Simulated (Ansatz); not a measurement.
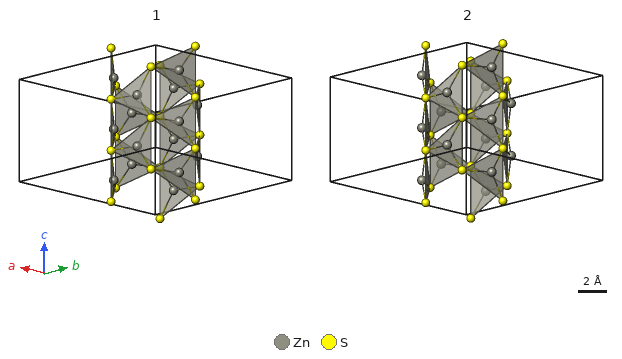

Two geometries of a wire of composition ZnS, drawn at one scale. One is the start of a relaxation, the other its converged end. Style: polyhedral. Shown: the 2 repeat of the cell, with the vacuum cut short, from a free direction.

Theory: Ansatz, DFT PBE, scalar-relativistic, plane waves, PAW. (plane-wave cutoff 420 eV; k-point mesh 1 × 1 × 12; occupations gaussian; smearing width 0.05 eV; no spin polarisation; cell relaxed at fixed a, b, alpha, beta, gamma; force threshold 0.02 eV/Å; at most 45 steps)

### Which of the two is the end point?

Structure 1 is the relaxed one. Case: (3,3) tube. The largest moves relative to the layer's centre, 0.30 Å, are those of S atoms. Largest moves by element: S 0.30 Å, Zn 0.20 Å. Along the periodic axis the drawn cell goes c 7.772 → 7.587 Å (−2.4 %). Among the contacts that change: S–Zn 2.198 → 2.260 Å, S–Zn 2.241 → 2.274 Å. Among the angles between lasting bonds that change: Zn–S–Zn 115.6° → 103.5°, S–Zn–S 115.6° → 123.3°, S–Zn–S 120.3° → 113.1°. After 5 accepted moves (6 points after the start) the energy has fallen by 1.492 eV per cell of the calculation. Largest force component: 1.1 eV/Å at the start, 0.01 eV/Å at the end. At 1 point the geometry stayed and the basis and grid were re-selected for the new cell (energy shift of 2.1 meV per cell of the calculation at most each time). The run took 32 s on 4 threads of AMD EPYC 9R45 96-Core Processor (Zen 5) (shared host), peak memory 1.8 GiB.
